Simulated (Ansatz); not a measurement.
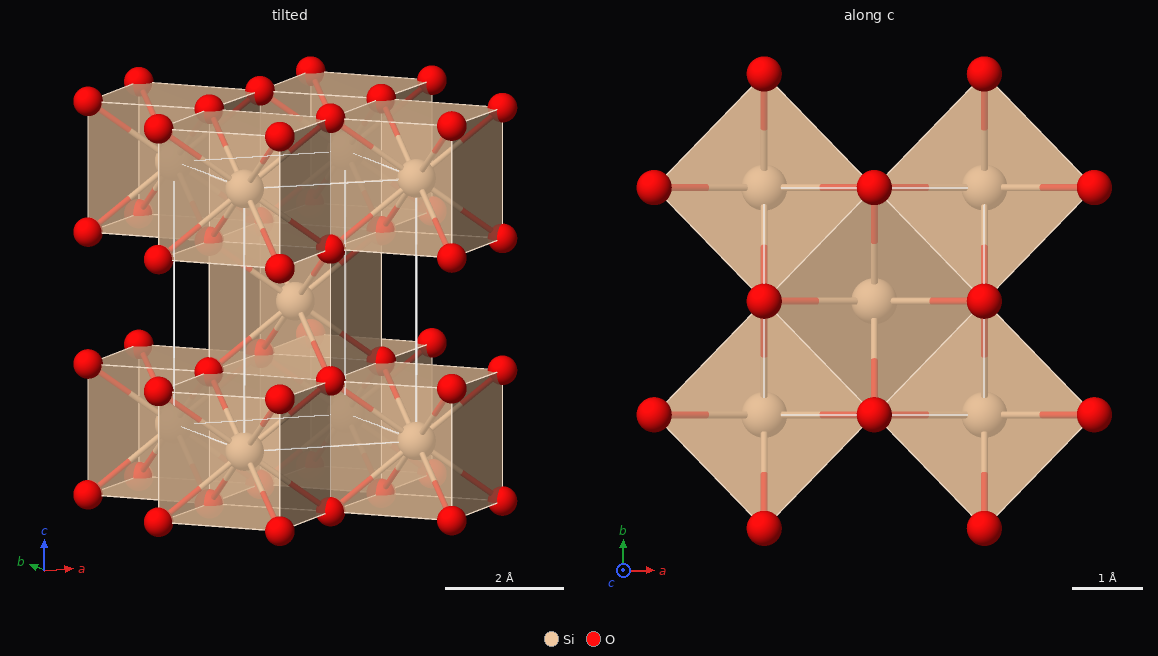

The figure gives a polyhedral picture of the atoms, viewed slightly off an axis and along the c axis. The conventional unit cell is outlined; an atom on or near a face, edge or corner is repeated at each equivalent position. Some atoms of the next cells are drawn as well.

SiO$_{2}$, space group Immm (No. 71), a = 3.15 Å, b = 3.25 Å, c = 4.53 Å, α = 90.00°, β = 90.00°, γ = 90.00°.

Results below were computed with Ansatz 0.2.0, DFT, PBE, plane waves, PAW; the settings were wavefunction cutoff 420 eV, k-points about 0.24 Å⁻¹ apart, Fermi-Dirac smearing of 0.02 eV, no spin polarisation.

**Metal or not?**

A semiconductor at this level, with a gap of 2.11 eV, direct.

**How far is the cell from zero pressure?**

The computed pressure is 10.2 GPa (compressed: it would expand).

The starting point was a structure type filled with these elements by a generator (whether the compound takes this form wasn't checked). The cell was then strained or its atoms displaced on purpose. It was the input of a calculation with Ansatz.

At this level of theory the cell isn't at rest (compressed, at 10 GPa), so its distances can differ from those at equilibrium, the more so the softer the solid.
